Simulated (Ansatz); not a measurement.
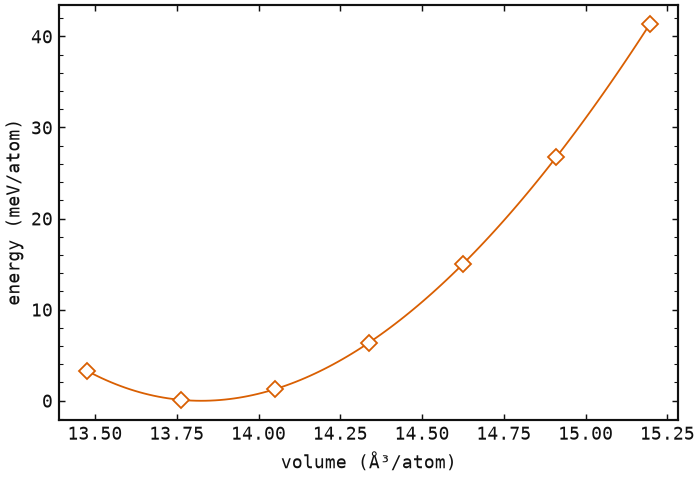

**Figure.** Energy against volume for MnO, space group Cm (No. 8).

A third-order Birch–Murnaghan fit gives V0 = 13.82 Å³/atom, B0 = 114 GPa and B′ = 4.1. The energy is 3.26 meV/atom at volume 13.48 Å³/atom and 41.40 meV/atom at 15.20 Å³/atom; the lowest computed point is at volume 13.76 Å³/atom (0.12 meV/atom), and no other minimum shows.

Method: all-electron LAPW DFT, collinear spins; energies at scaled volumes of the given cell, shape and fractions fixed, counted from the fit's minimum, third-order Birch-Murnaghan fit (Ansatz 0.2.0). Level: PBE, collinear spin.

k mesh 9×9×9; occupations Fermi–Dirac; smearing width 0.05 eV; potentials all electron LAPW, scalar relativistic; program settings basis error eV/atom 0.0005.

Cell as given: a = 3.432 Å, b = 3.432 Å, c = 3.440 Å, α = 119.96°, β = 119.96°, γ = 60.04°; 2 atoms.

Limits of the calculation: shape and atomic fractions are frozen while scaling, which makes layered, chain and framework solids too stiff.
